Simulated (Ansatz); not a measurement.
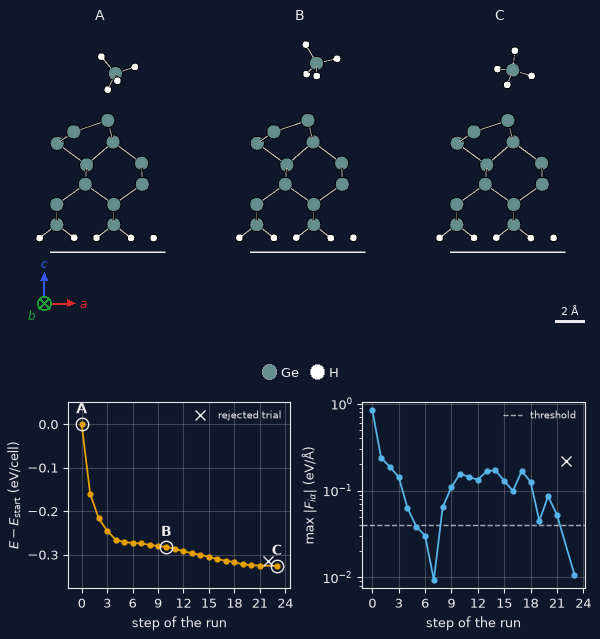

Frames of a constrained relaxation of a slab of composition Ge$_{25}$H$_{12}$ (cut from the Fd-3m phase), marked on the history of the run. A ball-and-stick model of the cell of the calculation, outlined in the plane, without the vacuum (origin shifted), seen along the b axis.

Case: 1 GeH4 a cell, flat, over a top Ge site. The slab is the (1 0 0) face of Ge with GeH4 on it. 12 atoms are held fixed.

These are results of DFT PBE+D3(BJ), scalar-relativistic, plane waves, PAW in Ansatz, not measurements.

Input
```yaml
crystal:
  lattice:
    - [8.0601468097, 0.0, 0.0]
    - [0.0, 8.0601468097, 0.0]
    - [0.0, 0.0, 28.593876495]
  atoms:
    - { symbol: Ge, position: [0.5, 0.25, 0.3106730182] }
    - { symbol: Ge, position: [0.5, 0.75, 0.3106730182] }
    - { symbol: Ge, position: [0.0, 0.25, 0.3106730182] }
    - { symbol: Ge, position: [0.0, 0.75, 0.3106730182] }
    - { symbol: Ge, position: [0.5, 0.5, 0.3605034816] }
    - { symbol: Ge, position: [0.5, 0.0, 0.3605034816] }
    - { symbol: Ge, position: [0.0, 0.5, 0.3605034816] }
    - { symbol: Ge, position: [0.0, 0.0, 0.3605034816] }
    - { symbol: Ge, position: [0.75, 0.5, 0.410333945] }
    - { symbol: Ge, position: [0.75, 0.0, 0.410333945] }
    - { symbol: Ge, position: [0.25, 0.5, 0.410333945] }
    - { symbol: Ge, position: [0.25, 0.0, 0.410333945] }
    - { symbol: Ge, position: [0.7625359791, 0.75, 0.4581870047] }
    - { symbol: Ge, position: [0.7625359791, 0.25, 0.4581870047] }
    - { symbol: Ge, position: [0.2437458584, 0.75, 0.462353022] }
    - { symbol: Ge, position: [0.2437458584, 0.25, 0.462353022] }
    - { symbol: Ge, position: [-0.0062783416, 0.75, 0.5149422513] }
    - { symbol: Ge, position: [-0.0062783416, 0.25, 0.5149422513] }
    - { symbol: Ge, position: [0.5042440417, 0.75, 0.5114761449] }
    - { symbol: Ge, position: [0.5042440417, 0.25, 0.5114761449] }
    - { symbol: Ge, position: [0.9475805379, 0.0, 0.5683529384] }
    - { symbol: Ge, position: [0.9475805379, 0.5, 0.5683529384] }
    - { symbol: Ge, position: [0.6490232294, 0.0, 0.5401591468] }
    - { symbol: Ge, position: [0.6490232294, 0.5, 0.5401591468] }
    - { symbol: H, position: [0.349850128, 0.25, 0.2774633282] }
    - { symbol: H, position: [0.349850128, 0.75, 0.2774633282] }
    - { symbol: H, position: [0.8486552847, 0.25, 0.2779474914] }
    - { symbol: H, position: [0.8486552847, 0.75, 0.2779474914] }
    - { symbol: H, position: [0.6523907842, 0.25, 0.278325362] }
    - { symbol: H, position: [0.6523907842, 0.75, 0.278325362] }
    - { symbol: H, position: [0.1511611617, 0.25, 0.2778244784] }
    - { symbol: H, position: [0.1511611617, 0.75, 0.2778244784] }
    - { symbol: Ge, position: [1.0142379075, -0.1114716496, 0.6842239012] }
    - { symbol: H, position: [1.0318345388, -0.2921968912, 0.6663634338] }
    - { symbol: H, position: [1.1860079115, -0.0465727626, 0.7003462343] }
    - { symbol: H, position: [0.8915282403, -0.1071045445, 0.7259496183] }
    - { symbol: H, position: [0.9475805379, 0.0, 0.6442433131] }
basis:
  ecutwfc: 420
kpoints:
  mp_grid: { grid: [3, 3, 1] }
hamiltonian:
  xc: pbe
  dispersion: d3bj
scf:
  occupations: { method: gaussian, width: 0.1 }
output:
  forces: true
  eigenvalues: true
  write_density: true
  write_potential: true
  elf: true
  volumetric_format: npy
relax:
  adjacent_minimum: "off"
  f_tol: 0.04
  max_steps: 100
  constraints: [{ sites: [0, 1, 2, 3, 4, 5, 6, 7, 8, 9, 10, 11] }]
efield:
  axis: 3
  dipole_correction: true
  ramp_width: 0.04
```

Launched with:
```bash
ansatz run input.yaml --threads 8 --pin off --max-ram 20480MiB --backend cpu --events-out ev --progress --plain --runs-dir out
```

Describe the path.

Answer. Over 22 accepted moves (23 points after the start) the energy falls by 0.325 eV per cell of the calculation. The largest force component goes from 0.84 to 0.011 eV/Å. The line search rejected the trial step at point 22 of the run. The forces were under the threshold at step 5, but the run went on from there. H37 moves most: 1.65 Å at 28° to the normal (+c side). By element the largest moves are H 1.65 Å, Ge 0.54 Å. The lattice vectors keep their values. Among the contacts that change: Ge33–H34 1.550 → 1.538 Å, Ge13–Ge19 2.580 → 2.586 Å. Cost: 7.4 min on 8 threads of Intel(R) Xeon(R) 6975P-C (Granite Rapids) (shared host), peak memory 7.7 GiB. From step 0 to 10: H36 moves most (1.31 Å), energy −0.282 eV per cell of the calculation. From step 10 to 23: H35 moves most (1.34 Å), energy −43.2 meV per cell of the calculation.

| step | E − E(0), meV/atom | largest force component, eV/Å | note |
| --- | --- | --- | --- |
| 0 | 0.00 | 0.8432 |  |
| 1 | -4.32 | 0.2376 |  |
| 2 | -5.84 | 0.1869 |  |
| 3 | -6.61 | 0.1436 |  |
| 4 | -7.16 | 0.0629 |  |
| 5 | -7.31 | 0.0384 |  |
| 6 | -7.37 | 0.0304 |  |
| 7 | -7.40 | 0.0093 |  |
| 8 | -7.49 | 0.0640 |  |
| 9 | -7.57 | 0.1096 |  |
| 10 | -7.63 | 0.1570 |  |
| 11 | -7.73 | 0.1427 |  |
| 12 | -7.89 | 0.1337 |  |
| 13 | -8.01 | 0.1659 |  |
| 14 | -8.12 | 0.1715 |  |
| 15 | -8.23 | 0.1298 |  |
| 16 | -8.39 | 0.0987 |  |
| 17 | -8.48 | 0.1681 |  |
| 18 | -8.57 | 0.1264 |  |
| 19 | -8.71 | 0.0448 |  |
| 20 | -8.75 | 0.0859 |  |
| 21 | -8.78 | 0.0529 |  |
| 22 | -8.51 | 0.2206 | rejected |
| 23 | -8.79 | 0.0107 |  |

Limits of the set-up: the periodic images lie only 8.1 Å apart, so the values are limited by the cell's size.
